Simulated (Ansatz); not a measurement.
**What a change does: single-point calculation on FeCo3**

System: FeCo3 (4 atoms in the cell).
Method of run 1: DFT PBEsol, scalar-relativistic, plane waves, PAW, no spin polarisation (Ansatz 0.2.0).

The structure derives from a Materials Project entry. Text and figures count atoms from 1; the logs count them from 0 in places.

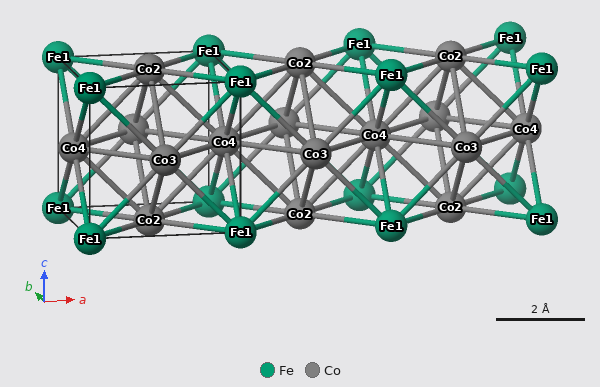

The structure as given in the input (ball-and-stick view of the cell of the calculation, repeated 3 × 1 × 1, seen slightly off an axis; atoms are numbered from 1 in the order of the input). An atom can appear more than once, as a periodic image. Near neighbours in the periodic cell (some may lie outside the picture): Fe has 12 Co at 2.50 Å; Co has 8 Co at 2.50 Å and 4 Fe at 2.50 Å.

Input, run 1:
```yaml
crystal:
  lattice:
    - [3.53570262, 0.0, 0.0]
    - [0.0, 3.53570262, 0.0]
    - [0.0, 0.0, 3.53570262]
  atoms:
    - { symbol: Fe, position: [0.0, 0.0, 0.0] }
    - { symbol: Co, position: [0.5, 0.5, 0.0] }
    - { symbol: Co, position: [0.5, 0.0, 0.5] }
    - { symbol: Co, position: [0.0, 0.5, 0.5] }
basis:
  ecutwfc: 420
kpoints:
  mp_grid: { grid: [12, 12, 12] }
hamiltonian:
  xc: pbesol
scf:
  occupations: { method: gaussian, width: 0.1 }
  lower_state_search: "off"
output:
  forces: true
  stress: true
  eigenvalues: true
```

Command:
```bash
ansatz run input.yaml --threads 1 --pin off --max-ram 2560MiB --backend cpu --events-out ev --progress --plain --runs-dir out
```

Hardware: 1 thread of Intel Xeon @ 2.50GHz (Skylake/Cascade Lake), 192 GiB of memory available, shared host.

Output, shortened to warnings, some set-up lines, iterations and results (run 1):
```
Basis set: ecut = 420 eV, 847 PW (Γ), exchange–correlation on 48×48×48 points (8 copies of the dense FFT grid, shifted against one another)
Symmetry: 48 space group operations
k-points: 84 of 1728
Initial density: superposition of atomic densities (neutral atoms: chi_scale 0, normalization atom), corrected by the library's trained network
[...]
SCF iter   1: F=—  HF=-19726.927452 eV  |F-HF|=—  |Δ(HF+E_count)|=         —  Δρ=2.69e-2  dr2=1.88e-1  ethr=1.77e-3  ⟨swp⟩=4.8  Hψ=10189  notcnv=0
SCF iter   2: F=—  HF=-19726.904320 eV  |F-HF|=—  |Δ(HF+E_count)|=   2.31e-2  Δρ=6.70e-3  dr2=1.58e-2  ethr=2.81e-4  ⟨swp⟩=2.7  Hψ=5955  notcnv=0  defer=50
SCF iter   3: F=—  HF=-19726.902872 eV  |F-HF|=—  |Δ(HF+E_count)|=   1.45e-3  Δρ=2.10e-3  dr2=1.94e-3  ethr=2.36e-5  ⟨swp⟩=1.0  Hψ=3394  notcnv=0  defer=50
SCF iter   4: F=—  HF=-19726.902640 eV  |F-HF|=—  |Δ(HF+E_count)|=   2.31e-4  Δρ=4.28e-4  dr2=2.24e-5  ethr=2.90e-6  ⟨swp⟩=2.1  Hψ=3881  notcnv=0  defer=50
SCF iter   5: F=—  HF=-19726.902461 eV  |F-HF|=—  |Δ(HF+E_count)|=   1.79e-4  Δρ=9.10e-5  dr2=1.36e-6  ethr=3.34e-8  ⟨swp⟩=2.0  Hψ=6215  notcnv=0  defer=50
SCF iter   6: F=—  HF=-19726.902461 eV  |F-HF|=—  |Δ(HF+E_count)|=   2.45e-7  Δρ=4.10e-5  dr2=5.07e-7  ethr=1.49e-10  ⟨swp⟩=7.6  Hψ=15388  notcnv=0
SCF iter   7: F=—  HF=-19726.902461 eV  |F-HF|=—  |Δ(HF+E_count)|=   2.74e-8  Δρ=2.53e-5  dr2=2.62e-7  ethr=7.57e-10  ⟨swp⟩=1.0  Hψ=3394  notcnv=0
SCF iter   8: F=-19726.902461 eV  HF=-19726.902461 eV  |F-HF|=1.16e-10  |Δ(HF+E_count)|=   1.86e-8  Δρ=2.73e-6  dr2=1.78e-9  ethr=1.49e-10  ⟨swp⟩=3.0  Hψ=11952  notcnv=0
SCF 1 converged in 8 iterations: F = -19726.902461 eV  dr2 = 1.78e-9
SCF converged after 8 iterations
Free energy (F): -19726.902461 eV
Harris-Foulkes:  -19726.902461 eV  (|F-HF|=1.16e-10)
Internal energy: -19726.858169 eV  (E = F + TS)
E sigma→0 (E₀):  -19726.880315 eV
Entropy (-TS):   -0.044292 eV (-11.073 meV/atom)
Fermi energy:    18.233111 eV
--- Per-component energies (eV) ---
  E_band       = -963.891692
  E_kinetic    = 1712.373929
  E_local      = -10600.530284  (includes V_loc(G=0)·N_el)
  E_nonlocal   = 1577.844294
  E_hartree    = 4429.884720
  E_xc         = -590.331815
  E_vxc        = -764.929375  (∫ρ·V_xc dr)
  E_paw        = -5775.797281  (= ΣΔE_a)
  E_vpaw       = -1748.420520  (= ΣTr[D̂ρ^β])
  E_aug_tail   = 0.000982  (compensation charges beyond the density's cutoff)
  E_ewald      = -10481.047173
  E_core_change = 0.744459  (= ΣΔE_core)
  E_smearing   = -0.044292  (= −TS)
  E_closure    = -0.000000  (closes the sum)
  Σ components = -19726.902461   (vs F -19726.902461, Δ=0.00e0)
--- Forces (eV/Å), atoms counted from 1 ---
  atom   1  Fe    -0.00000000     0.00000000     0.00000000
  atom   2  Co    -0.00000000     0.00000000     0.00000000
  atom   3  Co     0.00000000    -0.00000000     0.00000000
  atom   4  Co     0.00000000     0.00000000     0.00000000
  max |Σ_I F_I| component: 1.44e-28 eV/Å
--- Stress (GPa, compression-positive) ---
      -25.772143       0.000000       0.000000
        0.000000     -25.772143       0.000000
        0.000000       0.000000     -25.772143
  P = ⅓ Tr σ = -25.7721 GPa (-257.721 kbar)
```

For run 2 the input was changed thus:
```diff
+magnetization:
+  spin_polarized: true
+  initial_magnetization: 15.0
+  spin_locking: { lock_magnetization: hard }
```

What does this change do to the results?

The total moment is fixed by the input in run 2, so the state need not be the lowest. With the same functional and potentials, run 2 lies 3444.0 meV per atom higher. The pressure goes from −25.77 to 71.70 GPa. With spin allowed, the absolute moment of the cell comes to 15.00 μB. The SCF takes 11 iterations against 8. On the same kind of shared host run 2 took about 1.8 times as long. The two runs start from different initial densities, which also moves the count.

Output, shortened to warnings, some set-up lines, iterations and results (run 2):
```
Warning: output.stress: scf.convergence.dr2_threshold = 1e-7 eV (the SCF's general default) is looser than the 4e-10 eV advised for a printed stress (1e-10 eV for each atom of the cell: 4). What an SCF threshold leaves in a stress goes as its square root, and in the free energy as the threshold itself, and one threshold admits the most on a small cell: of the crystals measured, under no hybrid …
Basis set: ecut = 420 eV, 847 PW (Γ), exchange–correlation on 48×48×48 points (8 copies of the dense FFT grid, shifted against one another)
Symmetry: 48 space group operations
k-points: 84 of 1728
Initial density: superposition of atomic densities (chi_scale 0.1, normalization cell)
[...]
SCF iter   1: F=—  HF=-19713.797698 eV  |F-HF|=—  |Δ(HF+E_count)|=         —  Δρ=9.14e-2 (↑9.14e-2 ↓8.30e-2)  dr2=7.48e0  dr2_m=4.96e-1  M=15.000 μB ∫|m|=15.000 μB  β_m=0.30  …
SCF iter   2: F=—  HF=-19713.167640 eV  |F-HF|=—  |Δ(HF+E_count)|=   6.30e-1  Δρ=6.52e-2 (↑4.96e-2 ↓6.52e-2)  dr2=1.77e0  dr2_m=8.77e-1  M=15.000 μB ∫|m|=15.000 μB  β_m=0.39  …
SCF iter   3: F=—  HF=-19713.105653 eV  |F-HF|=—  |Δ(HF+E_count)|=   6.20e-2  Δρ=3.54e-2 (↑3.54e-2 ↓2.13e-2)  dr2=4.52e-1  dr2_m=2.14e-1  M=15.000 μB ∫|m|=15.000 μB  β_m=0.55 …
SCF iter   4: F=—  HF=-19713.144478 eV  |F-HF|=—  |Δ(HF+E_count)|=   3.88e-2  Δρ=3.31e-2 (↑7.93e-3 ↓3.31e-2)  dr2=4.67e-1  dr2_m=1.29e-1  M=15.000 μB ∫|m|=15.000 μB  β_m=0.57 …
SCF iter   5: F=—  HF=-19713.128472 eV  |F-HF|=—  |Δ(HF+E_count)|=   1.60e-2  Δρ=1.42e-2 (↑2.80e-3 ↓1.42e-2)  dr2=9.34e-2  dr2_m=1.56e-2  M=15.000 μB ∫|m|=15.000 μB  β_m=0.79 …
SCF iter   6: F=—  HF=-19713.127071 eV  |F-HF|=—  |Δ(HF+E_count)|=   1.40e-3  Δρ=5.17e-3 (↑8.14e-4 ↓5.17e-3)  dr2=1.19e-2  dr2_m=2.12e-3  M=15.000 μB ∫|m|=15.000 μB  β_m=0.89 …
SCF iter   7: F=—  HF=-19713.126471 eV  |F-HF|=—  |Δ(HF+E_count)|=   5.99e-4  Δρ=3.44e-4 (↑3.22e-4 ↓3.44e-4)  dr2=9.73e-5  dr2_m=3.93e-6  M=15.000 μB ∫|m|=15.000 μB  β_m=0.86 …
SCF iter   8: F=—  HF=-19713.126448 eV  |F-HF|=—  |Δ(HF+E_count)|=   2.36e-5  Δρ=3.32e-4 (↑5.50e-5 ↓3.32e-4)  dr2=6.05e-5  dr2_m=1.07e-5  M=15.000 μB ∫|m|=15.000 μB  β_m=0.93 …
SCF iter   9: F=—  HF=-19713.126444 eV  |F-HF|=—  |Δ(HF+E_count)|=   3.75e-6  Δρ=7.41e-5 (↑3.38e-5 ↓7.41e-5)  dr2=4.42e-6  dr2_m=3.54e-7  M=15.000 μB ∫|m|=15.000 μB  β_m=0.82 …
SCF iter  10: F=—  HF=-19713.126443 eV  |F-HF|=—  |Δ(HF+E_count)|=   4.75e-7  Δρ=1.77e-5 (↑9.32e-6 ↓1.77e-5)  dr2=3.04e-7  dr2_m=1.70e-8  M=15.000 μB ∫|m|=15.000 μB  β_m=0.87 …
SCF iter  11: F=-19713.126443 eV  HF=-19713.126443 eV  |F-HF|=1.38e-8  |Δ(HF+E_count)|=   2.06e-8  Δρ=4.87e-6 (↑2.02e-6 ↓4.87e-6)  dr2=1.58e-8  dr2_m=1.59e-9  M=15.000 μB …
SCF 1 converged in 11 iterations: F = -19713.126443 eV  dr2 = 1.58e-8
SCF converged after 11 iterations
Stability checked in part: among states of this total moment the steps that led to this state did not find it unstable. No probe was made; neither looks for a lower state of another moment (fixed_total_moment; see scf.lower_state_search)
Magnetization: 15.0000 μB (41.0000 up, 26.0000 down)
Absolute magnetization: 15.0000 μB (∫|ρ↑−ρ↓|, with the PAW one-centre terms)
Spin contamination: 0.0206 ħ² per cell (⟨S²⟩ above its minimum at these occupations)
Per-site moments (μB) at R_I (Å): [(4.111644164945998, 1.0312992107801802), (3.159288631558352, 1.0312992107801802), (3.159288631558348, 1.0312992107801802), (3.159288631558349, 1.0312992107801802)]
Free energy (F): -19713.126443 eV
Harris-Foulkes:  -19713.126443 eV  (|F-HF|=1.38e-8)
Internal energy: -19713.102834 eV  (E = F + TS)
E sigma→0 (E₀):  -19713.114639 eV
Entropy (-TS):   -0.023609 eV (-5.902 meV/atom)
Fermi energy:    21.498733 (↑ 25.439629, ↓ 17.557837) eV
--- Per-component energies (eV) ---
  E_band       = -996.916722
  E_kinetic    = 1700.778856
  E_local      = -10520.617579  (includes V_loc(G=0)·N_el)
  E_nonlocal   = 1576.188123
  E_hartree    = 4370.311209
  E_xc         = -593.060031
  E_vxc        = -768.548825  (∫ρ·V_xc dr)
  E_paw        = -5766.401679  (= ΣΔE_a)
  E_vpaw       = -1725.337399  (= ΣTr[D̂ρ^β])
  E_aug_tail   = 0.000979  (compensation charges beyond the density's cutoff)
  E_ewald      = -10481.047173
  E_core_change = 0.744459  (= ΣΔE_core)
  E_smearing   = -0.023609  (= −TS)
  E_closure    = 0.000000  (closes the sum)
  Σ components = -19713.126443   (vs F -19713.126443, Δ=0.00e0)
--- Forces (eV/Å), atoms counted from 1 ---
  atom   1  Fe     0.00000000     0.00000000     0.00000000
  atom   2  Co     0.00000000     0.00000000     0.00000000
  atom   3  Co     0.00000000    -0.00000000    -0.00000000
  atom   4  Co     0.00000000    -0.00000000    -0.00000000
  max |Σ_I F_I| component: 1.66e-28 eV/Å
--- Stress (GPa, compression-positive) ---
       71.701273       0.000000       0.000000
        0.000000      71.701273       0.000000
        0.000000       0.000000      71.701273
  P = ⅓ Tr σ = 71.7013 GPa (717.013 kbar)
```

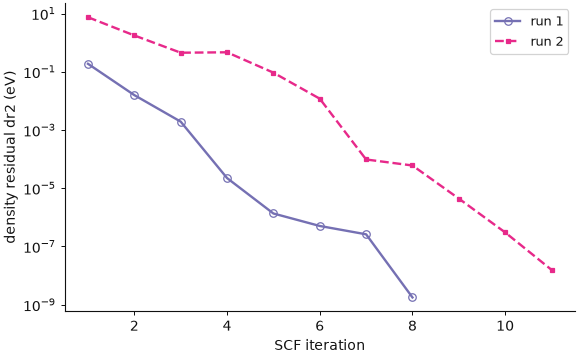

Convergence of the two runs: density residual dr2 against the SCF iteration. Run 1 takes 8 iterations in all, and run 2 takes 11.

The two runs side by side:

```csv
quantity,run 1,run 2
outcome,converged,converged
free energy per atom (eV),−4931.7256,−4928.2816
"energy per atom, smearing taken to zero (eV)",−4931.7201,−4928.2787
gap on the mesh (eV),0.00,0.00
pressure (GPa),−25.77,71.70
largest force (eV/Å),0.000,0.000
SCF iterations,8,11
irreducible k-points,84,84
plane waves at Γ,847,847
net moment of the cell (μB),–,15.00
absolute moment of the cell (μB),–,15.00
wall time (shared host),13 s,23 s
```

For run 1: The run has no spin polarisation, so a magnetic state may lie lower. The cell is under a tension of 26 GPa at this level, so it is not at its equilibrium volume. For run 2: Warnings: the SCF threshold is looser than advised for the printed stress. The cell is under a pressure of 72 GPa at this level, so it is not at its equilibrium volume.
